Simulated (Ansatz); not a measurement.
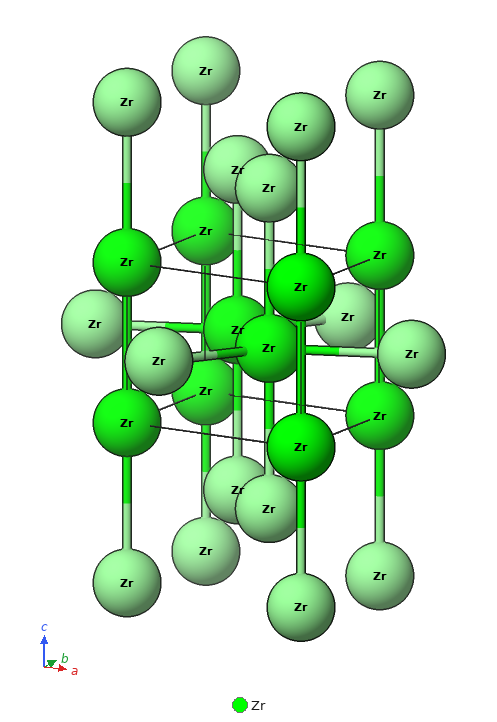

View slightly off an axis, drawn as a ball-and-stick model. The frame is the conventional unit cell; atoms at its boundary are shown with their periodic copies. Bonds that leave the box are completed with the atoms at their other ends, in fainter colours.

The box has a = 5.042 Å, b = 5.042 Å, c = 3.149 Å, α = 90.00°, β = 90.00°, γ = 120.00°.

### How many atoms are there in one cell?

3 (zirconium), counting shared atoms by their share.

### State the space group and its number.

P6/mmm (No. 191), with Zr on 1a and Zr on 2d.

### To which structure type does it belong?

Ω phase (AlB₂-like).

### Coordination numbers?

With the cut-offs used for the sticks, the coordination is Zr 2 to 5 (mean 4.0). Not all metal-metal contacts are counted.

The initial geometry was a textbook structure type filled with this element (whether it is the usual form wasn't checked). Relaxation method: Ansatz, DFT PBE, scalar-relativistic, plane waves, PAW.
